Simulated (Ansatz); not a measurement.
The Ansatz input:

```
crystal:
  lattice:
    - [0.0, 2.6975, 2.6975]
    - [2.6975, 0.0, 2.6975]
    - [2.6975, 2.6975, 0.0]
  atoms:
    - { symbol: Si, position: [0.25, 0.25, 0.25] }
    - { symbol: Si, position: [0.75, 0.75, 0.75] }
    - { symbol: Ni, position: [0.0, 0.0, 0.0], spin: 1.5 }
magnetization:
  spin_polarized: true
kpoints:
  mp_grid: { grid: [11, 11, 11] }
  band_path:
    path:
      - [0.0, 0.0, 0.0]
      - [0.5, 0.0, 0.5]
      - [0.625, 0.25, 0.625]
      - [0.375, 0.375, 0.75]
      - [0.0, 0.0, 0.0]
      - [0.5, 0.5, 0.5]
      - [0.5, 0.25, 0.75]
      - [0.5, 0.0, 0.5]
    npoints: 8
scf:
  occupations: { method: fermi_dirac, width: 0.05 }
hamiltonian:
  xc: pbe
  pseudopotentials: { kind: paw }
output:
  forces: true
  stress: true
  eigenvalues: true
  efg: { contact_densities: true }
  populations: true
  bader: true
  dos: { projected: true, de: 0.2, e_range: [-14, 8] }
```

What will the band structure and density of states look like? The path is Γ–X–U–K–Γ–L–W–X.

A metal: 3 bands cross the Fermi level along this path. Bands cross the Fermi level on Γ–X, X–U, K–Γ, Γ–L and W–X, and not on U–K and L–W. At L the nearest levels lie 1.50 eV below and 1.78 eV above the Fermi level. The density of states at the Fermi level is about 0.85 per eV and cell (mean within 0.25 eV), or 0.28 per atom.

Some starting moments didn't survive the run.

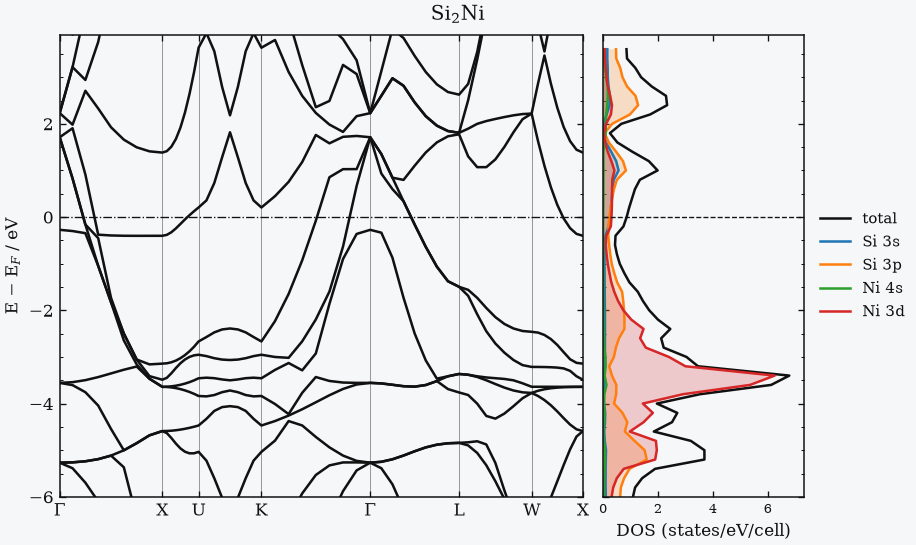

Band structure and density of states. Energies are counted from the Fermi level. The path runs straight from each named point to the next. The partial curves are projected on Löwdin-orthogonalised atomic shells.
